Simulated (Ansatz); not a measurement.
# Energy of Mo$_{3}$Si along a strain of the cell

System: Mo$_{3}$Si (P4₂/mmc, 8 atoms in the cell).
Method: DFT PBEsol, scalar-relativistic, plane waves, PAW, no spin polarisation (Ansatz 0.2.0).

The 5 runs differ only in the geometry, by a strain of the cell at fixed fractional positions. Against run 3, the strain is εzz = η. The structure derives from an entry of the Crystallography Open Database.

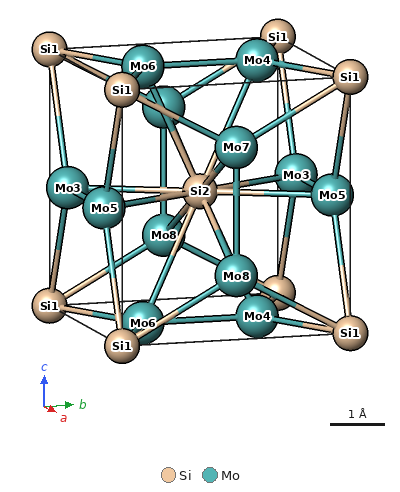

Figure 1. The structure of run 3 (ball-and-stick view of the cell of the calculation, seen slightly off an axis; atoms are numbered from 1 in the order of the input). An atom can appear more than once, as a periodic image.

## Input of run 3
```yaml
crystal:
  lattice:
    - [4.4726583543, 0.0, 0.0]
    - [0.0, 4.4726583543, 0.0]
    - [0.0, 0.0, 4.8615851677]
  atoms:
    - { symbol: Si, position: [0.0, 0.0, 0.0] }
    - { symbol: Si, position: [0.5, 0.5, 0.5] }
    - { symbol: Mo, position: [0.25, 0.0, 0.5] }
    - { symbol: Mo, position: [0.5, 0.75, 0.0] }
    - { symbol: Mo, position: [0.75, 0.0, 0.5] }
    - { symbol: Mo, position: [0.5, 0.25, 0.0] }
    - { symbol: Mo, position: [0.0, 0.5, 0.75] }
    - { symbol: Mo, position: [0.0, 0.5, 0.25] }
basis:
  ecutwfc: 420
kpoints:
  mp_grid: { grid: [8, 8, 8] }
hamiltonian:
  xc: pbesol
scf:
  occupations: { method: gaussian, width: 0.15 }
output:
  forces: true
  stress: true
  eigenvalues: true
```

Command:
```bash
ansatz run input.yaml --threads 2 --pin off --max-ram 5120MiB --backend cpu --events-out ev --progress --plain --runs-dir out
```

Lattice vectors (Å) and fractional positions of run 3:
```
   4.472658    0.000000    0.000000
   0.000000    4.472658    0.000000
   0.000000    0.000000    4.861585
Si  0.000000  0.000000  0.000000
Si  0.500000  0.500000  0.500000
Mo  0.250000  0.000000  0.500000
Mo  0.500000  0.750000  0.000000
Mo  0.750000  0.000000  0.500000
Mo  0.500000  0.250000  0.000000
Mo  0.000000  0.500000  0.750000
Mo  0.000000  0.500000  0.250000
```

Run 2 differs from it as follows:
```diff
-    - [0.0, 0.0, 4.8615851677]
+    - [0.0, 0.0, 4.667121761]
```

## Results, with one run withheld

| run | strain parameter η (%) | free energy per atom, from the lowest run given (meV) | pressure (GPa) |
| --- | --- | --- | --- |
| 1 | −8.0000 | 497.04 | 112.73 |
| 2 | −4.0000 | ? | ? |
| 3 | 0.0000 | 73.95 | 66.00 |
| 4 | 4.0000 | 6.96 | 49.95 |
| 5 | 8.0000 | 0.00 | 37.28 |

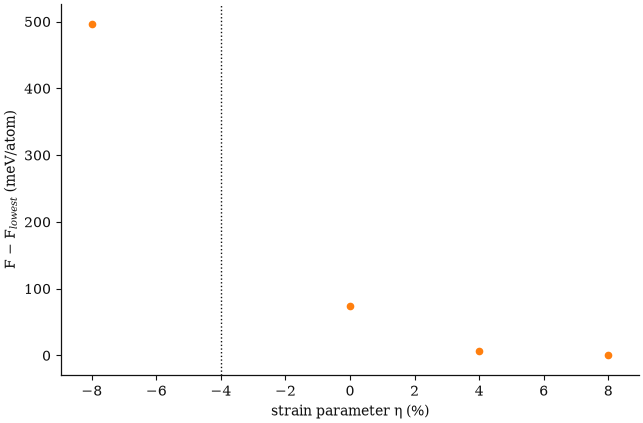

Figure 2. Free energy per atom of the runs given; the dotted line marks run 2.

What should run 2 give?

A quadratic polynomial in the coordinate, fitted to the 4 runs given, misses them by at most 7.93 meV per atom. With x = η − 1.0000, it reads F = 51.73 − 25.517 x + 2.6502 x² (meV per atom). At run 2 it gives 245.57 meV per atom, and the run itself gives 226.58. The fit has its minimum at η = 5.8142 %. The miss comes from the order of the polynomial or from scatter in that run; these data can't tell which.

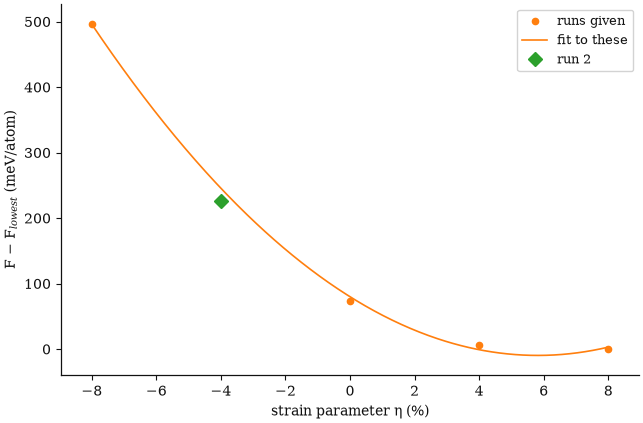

Figure 3. The fit and the withheld run.

## Output, shortened to warnings, some set-up lines, iterations and results (run 2)
```
Basis set: ecut = 420 eV, 1847 PW (Γ), exchange–correlation on 60×60×64 points (8 copies of the dense FFT grid, shifted against one another)
Symmetry: 16 space group operations
k-points: 75 of 512
Initial density: superposition of atomic densities (neutral atoms: chi_scale 0, normalization atom), corrected by the library's trained network
[...]
SCF iter   1: F=—  HF=-30625.723260 eV  |F-HF|=—  |Δ(HF+E_count)|=         —  Δρ=7.92e-3  dr2=3.56e-2  ethr=1.77e-3  ⟨swp⟩=5.2  Hψ=15280  notcnv=0
SCF iter   2: F=—  HF=-30625.720077 eV  |F-HF|=—  |Δ(HF+E_count)|=   3.18e-3  Δρ=4.46e-3  dr2=1.10e-2  ethr=3.87e-5  ⟨swp⟩=1.5  Hψ=5039  notcnv=0
SCF iter   3: F=—  HF=-30625.719247 eV  |F-HF|=—  |Δ(HF+E_count)|=   8.30e-4  Δρ=4.87e-4  dr2=2.18e-4  ethr=1.20e-5  ⟨swp⟩=2.3  Hψ=6015  notcnv=0
SCF iter   4: F=—  HF=-30625.719186 eV  |F-HF|=—  |Δ(HF+E_count)|=   6.16e-5  Δρ=6.53e-5  dr2=3.49e-6  ethr=2.37e-7  ⟨swp⟩=2.0  Hψ=6382  notcnv=0
SCF iter   5: F=—  HF=-30625.719474 eV  |F-HF|=—  |Δ(HF+E_count)|=   2.89e-4  Δρ=1.49e-5  dr2=2.04e-7  ethr=3.79e-9  ⟨swp⟩=2.7  Hψ=7493  notcnv=0
SCF iter   6: F=-30625.719474 eV  HF=-30625.719474 eV  |F-HF|=2.25e-9  |Δ(HF+E_count)|=   6.40e-8  Δρ=2.10e-6  dr2=3.70e-9  ethr=1.09e-10  ⟨swp⟩=8.3  Hψ=15734  notcnv=0
SCF 1 converged in 6 iterations: F = -30625.719474 eV  dr2 = 3.70e-9
SCF converged after 6 iterations
Free energy (F): -30625.719474 eV
Harris-Foulkes:  -30625.719474 eV  (|F-HF|=2.25e-9)
Internal energy: -30625.684665 eV  (E = F + TS)
E sigma→0 (E₀):  -30625.702070 eV
Entropy (-TS):   -0.034810 eV (-4.351 meV/atom)
Fermi energy:    25.268674 eV
--- Per-component energies (eV) ---
  E_band       = 127.270588
  E_kinetic    = 2831.657489
  E_local      = -4583.544325  (includes V_loc(G=0)·N_el)
  E_nonlocal   = 938.351271
  E_hartree    = 1672.110383
  E_xc         = -1239.269313
  E_vxc        = -1511.404363  (∫ρ·V_xc dr)
  E_paw        = -19872.985830  (= ΣΔE_a)
  E_vpaw       = -892.009855  (= ΣTr[D̂ρ^β])
  E_aug_tail   = 0.000187  (compensation charges beyond the density's cutoff)
  E_ewald      = -10373.323444
  E_core_change = 1.318917  (= ΣΔE_core)
  E_smearing   = -0.034810  (= −TS)
  E_closure    = -0.000000  (closes the sum)
  Σ components = -30625.719474   (vs F -30625.719474, Δ=0.00e0)
--- Forces (eV/Å), atoms counted from 1 ---
  atom   1  Si    -0.00000000     0.00000000     0.00000000
  atom   2  Si     0.00000000    -0.00000000     0.00000000
  atom   3  Mo    -0.01268660     0.00000000     0.00000000
  atom   4  Mo     0.00000000    -0.01268660     0.00000000
  atom   5  Mo     0.01268660     0.00000000     0.00000000
  atom   6  Mo     0.00000000     0.01268660     0.00000000
  atom   7  Mo     0.00000000     0.00000000    -0.00000000
  atom   8  Mo     0.00000000     0.00000000    -0.00000000
  max |Σ_I F_I| component: 4.16e-17 eV/Å
--- Stress (GPa, compression-positive) ---
       95.902225       0.000000       0.000000
        0.000000      95.902225       0.000000
        0.000000       0.000000      67.717087
  P = ⅓ Tr σ = 86.5072 GPa (865.072 kbar)
```
